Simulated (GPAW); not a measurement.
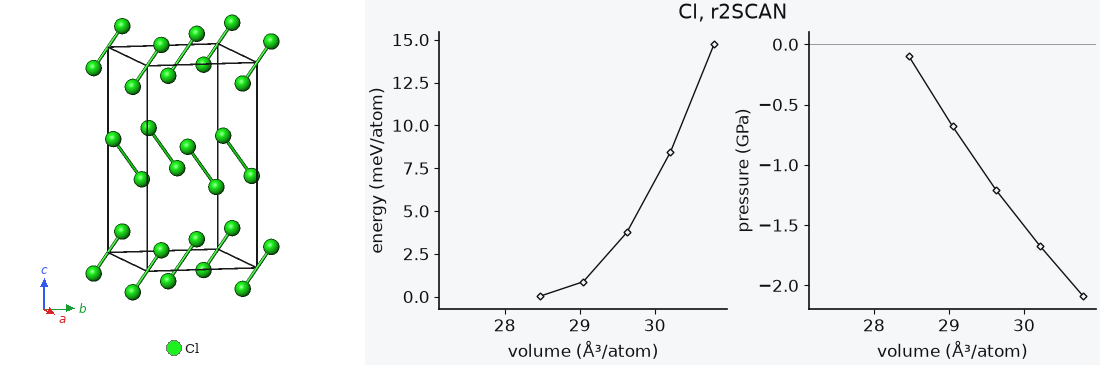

Plotted: energy and pressure against volume for Cl, space group Cmce (No. 64). The conventional cell is drawn beside the plot.

Cell as given: a = 3.867 Å, b = 3.867 Å, c = 8.210 Å, α = 90.00°, β = 90.00°, γ = 71.16°; 4 atoms.

How it was computed, with GPAW 26.7.0: PAW DFT in plane waves, on a grid or in atomic orbitals, no spin polarisation; energies at scaled volumes of the given cell, shape and fractions fixed, counted from the fit's minimum, third-order Birch-Murnaghan fit. Level: r2SCAN.

k mesh 6×6×3; occupations Fermi–Dirac; smearing width 0.05 eV; potentials GPAW PAW data sets (gpaw data 1.2.1); wave cutoff 600 eV; program settings basis pw.

The points at volume 27.31 Å³/atom and 27.89 Å³/atom are left out of the plot. What values does the calculation give there?

```tsv
volume (Å³/atom)	energy (meV/atom)	pressure (GPa)
27.31	5.36	1.30
27.89	1.41	0.56
```

Keep in mind: the fit and the printed pressures don't fully agree; shape and atomic fractions are frozen while scaling, which makes layered, chain and framework solids too stiff.
